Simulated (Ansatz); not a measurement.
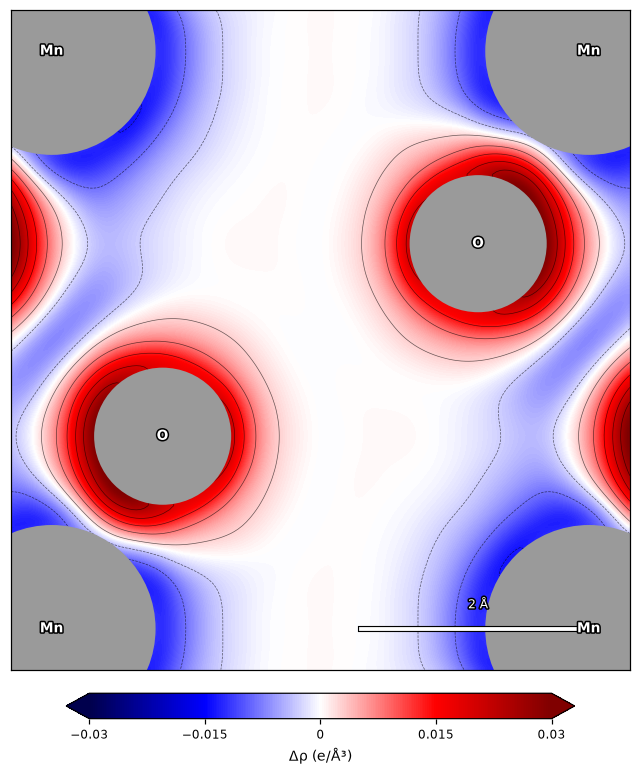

MnO₂: difference of two self-consistent densities at the same geometry, ρ(r2SCAN) − ρ(PBE), on the (110) plane of the conventional cell. Grey discs cover the cores, where the PAW densities can't be compared. Cores are masked to 0.9 Å (Mn) and 0.6 Å (O).

Space group P-3m1; spin-polarised. The cell comes from a database of computed structures, not from a measurement.

Both runs: Ansatz, scalar-relativistic, plane waves and PAW, same cutoff, k-points and PAW files (made with PBE).

**What differs between the two levels of theory?**

Against PBE, and outside the masked cores, the largest gain lies at the edge of the masked core of O, and the largest loss lies at the edge of the masked core of Mn. Bader charges are Mn +1.86 and O −0.93 e with PBE and Mn +1.97 and O −0.99 e with r2SCAN. At this volume the pressure is 5 GPa with PBE and −1 GPa with r2SCAN. The gap on the mesh is 0.84 eV with PBE and 1.91 eV with r2SCAN. The integrated |spin density| goes from 3.0 to 3.1 μB in the cell of the calculation.

Run times: 25 s (r2SCAN) and 17 s (base cell), on 2 threads of Arm Neoverse V1 (shared host).
